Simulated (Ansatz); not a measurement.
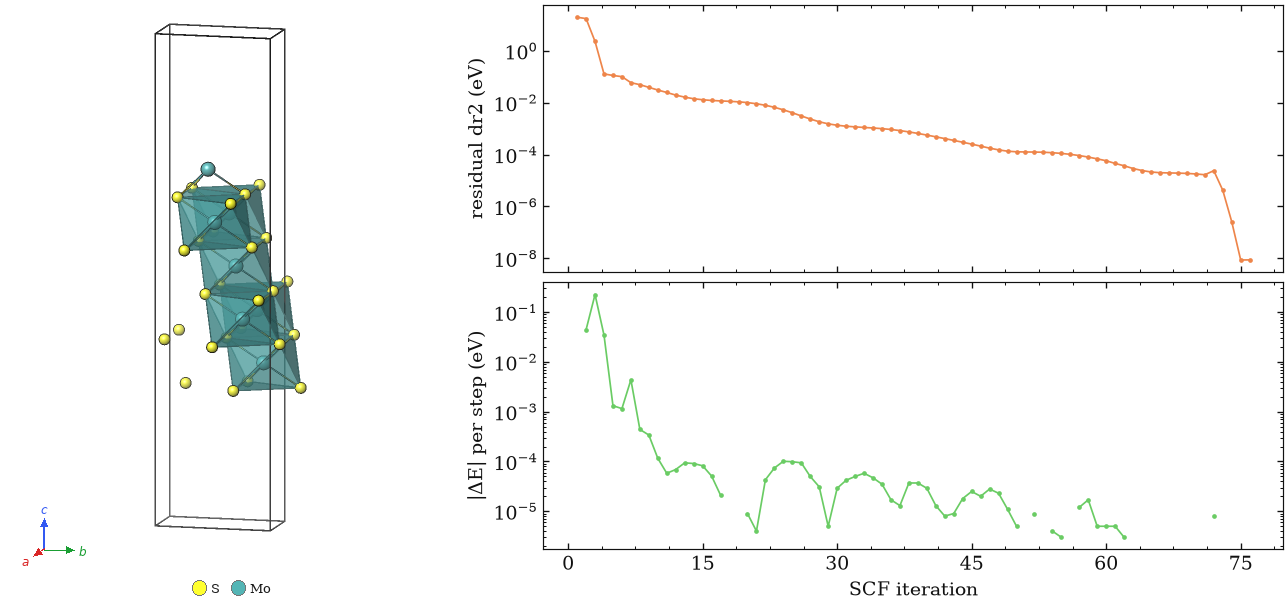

Beside the plot: the structure.

The plot shows the SCF iterations of a calculation: density residual dr2, step-to-step change of the Harris–Foulkes energy. Energy differences below 3 × 10⁻⁶ eV aren't drawn. The starting density is a sum of atomic densities corrected by a trained network.

MoS$_{2}$ (slab, 15 atoms in the cell), run with Ansatz.

```
crystal:
  lattice:
    - [3.1204068994, 0.0, 0.0]
    - [0.0, 6.3470739376, 0.0]
    - [0.0, 0.0, 26.6830076516]
  atoms:
    - { symbol: S, position: [0.0, 0.6775582297, 0.2810777592] }
    - { symbol: S, position: [0.5, 0.2015921338, 0.2827700694] }
    - { symbol: Mo, position: [0.5, 0.8791503635, 0.3304792839] }
    - { symbol: S, position: [0.5, 0.5567085933, 0.3781884984] }
    - { symbol: S, position: [0.0, 0.0807424973, 0.3798808086] }
    - { symbol: Mo, position: [0.0, 0.758300727, 0.4275900231] }
    - { symbol: S, position: [0.0, 0.4358589568, 0.4752992377] }
    - { symbol: S, position: [0.5, 0.9598928608, 0.4769915478] }
    - { symbol: Mo, position: [0.5, 0.6374510906, 0.5247007623] }
    - { symbol: S, position: [0.5, 0.3150093203, 0.5724099769] }
    - { symbol: S, position: [0.0, 0.8390432244, 0.574102287] }
    - { symbol: Mo, position: [0.0, 0.5166014541, 0.6218115016] }
    - { symbol: S, position: [0.0, 0.1941596838, 0.6695207161] }
    - { symbol: S, position: [0.5, 0.7181935879, 0.6712130263] }
    - { symbol: Mo, position: [0.5, 0.3957518176, 0.7189222408] }
basis:
  ecutwfc: 420
kpoints:
  mp_grid: { grid: [11, 6, 1] }
hamiltonian:
  xc: pbesol
scf:
  occupations: { method: gaussian, width: 0.1 }
  mixing: { algorithm: anderson, beta: 0.05, ndim: 2 }
output:
  forces: true
  eigenvalues: true
  stress: true
efield:
  axis: 3
  dipole_correction: true
  ramp_width: 0.04
```

Run as:
```bash
ansatz run input.yaml --threads 2 --pin off --max-ram 5120MiB --backend cpu --events-out ev --progress --plain --runs-dir out
```

> How did this run end?

The run converged; it took 76 iterations. Up to iteration 71 density mixing fails to converge: the residual stalls around 6 × 10⁻⁵ from about step 52 on. After iteration 71 the program gave up density mixing and went on by direct minimisation of the free energy, which closed the SCF. From the first spectrum the program read the system as a metal and chose the LDOS preconditioner.
